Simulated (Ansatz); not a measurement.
**A series of single points on Rb**

System: Rb (Im-3m, 1 atom in the cell).
Method: Kohn-Sham DFT of a periodic cell, PBEsol, all-electron LAPW, scalar-relativistic, no spin polarisation (Ansatz 0.2.0).

The 7 runs differ only in the geometry, by an even scaling of the cell at fixed fractional positions. The structure derives from an entry of the Crystallography Open Database.

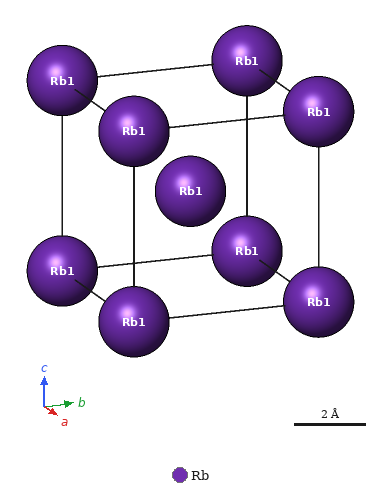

Figure 1. The structure of run 4 (spheres-only view of the cell 2 times as large as that of the calculation, set on its symmetry axes, seen slightly off an axis; atoms are numbered from 1 in the order of the input).

### Input of run 4
```yaml
crystal:
  lattice:
    - [-2.8025, 2.8025, 2.8025]
    - [2.8025, -2.8025, 2.8025]
    - [2.8025, 2.8025, -2.8025]
  atoms:
    - { symbol: Rb, position: [0.0, 0.0, 0.0] }
kpoints:
  mp_grid: { grid: [7, 7, 7] }
scf:
  occupations: { method: fermi_dirac, width: 0.05 }
hamiltonian:
  xc: pbesol
  pseudopotentials: { kind: all_electron, lapw: { basis_error: 0.0005 } }
output:
  forces: true
  stress: true
  eigenvalues: true
```

Command:
```bash
ansatz run input.yaml --threads 1 --pin off --max-ram 3072MiB --backend cpu --events-out ev --progress --plain --runs-dir out
```

Lattice vectors (Å) and fractional positions of run 4:
```
  -2.802500    2.802500    2.802500
   2.802500   -2.802500    2.802500
   2.802500    2.802500   -2.802500
Rb  0.000000  0.000000  0.000000
```

Run 5 differs from it as follows:
```diff
-    - [-2.8025, 2.8025, 2.8025]
-    - [2.8025, -2.8025, 2.8025]
-    - [2.8025, 2.8025, -2.8025]
+    - [-2.8210601435, 2.8210601435, 2.8210601435]
+    - [2.8210601435, -2.8210601435, 2.8210601435]
+    - [2.8210601435, 2.8210601435, -2.8210601435]
```

### Results, with one run withheld

| run | volume per atom (Å³) | free energy per atom, from the lowest run given (meV) | pressure (GPa) |
| --- | --- | --- | --- |
| 1 | 82.761 | 1.27 | 0.13 |
| 2 | 84.522 | 0.27 | 0.06 |
| 3 | 86.283 | 0.00 | −0.01 |
| 4 | 88.043 | 0.39 | −0.06 |
| 5 | 89.804 | ? | ? |
| 6 | 91.565 | 2.88 | −0.16 |
| 7 | 93.326 | 4.90 | −0.20 |

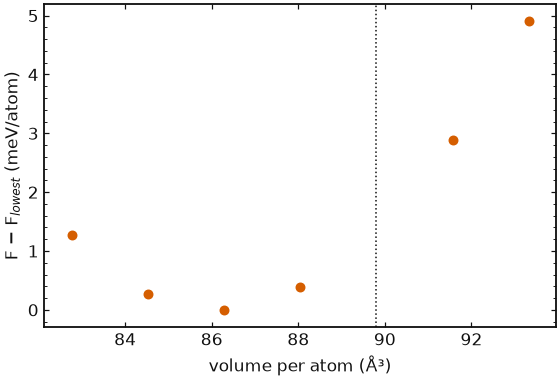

Figure 2. Free energy per atom of the runs given; the dotted line marks run 5.

What should run 5 give?

A cubic polynomial in V^(−2/3) (the Birch–Murnaghan form), fitted to the 6 runs given, misses them by at most 0.01 meV per atom. With x = V^(−2/3) − 0.05069 Å⁻², it reads F = 0.23668 − 805.89 x + 6.8035e+05 x² − 1.8231e+06 x³ (meV per atom). At run 5 it gives 1.36 meV per atom, and the run itself gives 1.37. The slope of the fit gives a pressure −dF/dV of −0.11 GPa there, and the run prints −0.11 GPa. The fit has its minimum at 86.106 Å³ per atom, where V d²F/dV² gives 2.95 GPa: the bulk modulus at this level, since symmetry fixes the shape and the positions.

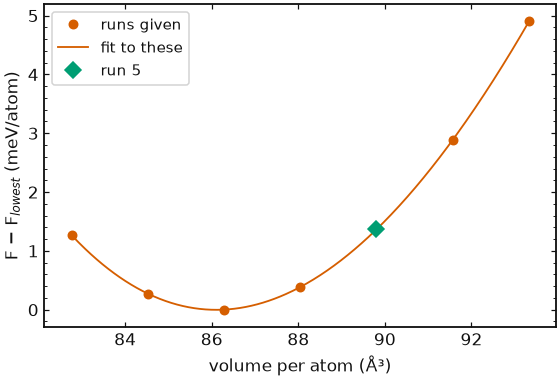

Figure 3. The fit and the withheld run.

### Output, shortened to warnings, some set-up lines, iterations and results (run 5)
```
Basis set: ecut = 56.033929358261126 eV, 79 PW (Γ), exchange–correlation at level 2
Symmetry: 48 space group operations
k-points: 20 of 343
Initial density: superposition of atomic densities (chi_scale 0.1, normalization cell)
[...]
SCF iter   1: F=—  HF=-81072.279093 eV  |F-HF|=—  |Δ(HF+E_count)|=         —  Δρ=1.08e-3  dr2=2.36e-3  ethr=2.62e-5  ⟨swp⟩=4.2  Hψ=1520  notcnv=0
SCF iter   2: F=—  HF=-81072.278366 eV  |F-HF|=—  |Δ(HF+E_count)|=   7.27e-4  Δρ=5.34e-4  dr2=5.84e-4  ethr=2.62e-5  ⟨swp⟩=2.0  Hψ=615  notcnv=0
SCF iter   3: F=—  HF=-81072.278801 eV  |F-HF|=—  |Δ(HF+E_count)|=   4.35e-4  Δρ=9.39e-5  dr2=1.82e-5  ethr=2.02e-7  ⟨swp⟩=2.0  Hψ=970  notcnv=0
SCF iter   4: F=—  HF=-81072.278814 eV  |F-HF|=—  |Δ(HF+E_count)|=   1.32e-5  Δρ=1.03e-5  dr2=2.22e-7  ethr=2.02e-7  ⟨swp⟩=2.0  Hψ=615  notcnv=0
SCF iter   5: F=-81072.278814 eV  HF=-81072.278814 eV  |F-HF|=6.72e-8  |Δ(HF+E_count)|=   3.18e-7  Δρ=1.85e-6  dr2=7.22e-9  ethr=2.47e-9  ⟨swp⟩=2.8  Hψ=630  notcnv=0
SCF 1 converged in 5 iterations: F = -81072.278814 eV  dr2 = 7.22e-9
SCF converged after 5 iterations
Free energy (F): -81072.278814 eV
Harris-Foulkes:  -81072.278814 eV  (|F-HF|=6.72e-8)
Internal energy: -81072.270893 eV  (E = F + TS)
E sigma→0 (E₀):  -81072.274854 eV
Entropy (-TS):   -0.007921 eV (-7.921 meV/atom)
Fermi energy:    2.525607 eV
--- Per-component energies (eV) ---
  E_band       = -113.222839
  E_kinetic    = 83344.081520
  E_xc         = -2692.328599
  E_electrostatic = -161724.023814  (all electrons and nuclei)
  E_smearing   = -0.007921  (= −TS)
  E_closure    = 0.000000  (closes the sum)
  E_atoms      = -81071.274379  (free atoms, spherical and without spin; not in F)
  Σ components = -81072.278814   (vs F -81072.278814, Δ=0.00e0)
  Basis errors (estimates in eV, not in F): energy 1.3e-4 per atom: plane waves 1.3e-4 (6.7e-5 summed), levels above the bands 9.1e-41, relativity 1.5e-8, radial functions 2.6e-6, core shells 5.8e-7; eigenvalues (radial functions only) 1.3e-6; not estimated: angular momenta, meshes, grids; target …
--- Forces (eV/Å), atoms counted from 1 ---
  atom   1  Rb    -0.00000000     0.00000000    -0.00000000
  max |Σ_I F_I| component: 1.34e-32 eV/Å
--- Stress (GPa, compression-positive) ---
       -0.114111       0.000000       0.000000
        0.000000      -0.114111      -0.000000
        0.000000      -0.000000      -0.114111
  P = ⅓ Tr σ = -0.1141 GPa (-1.141 kbar)
```
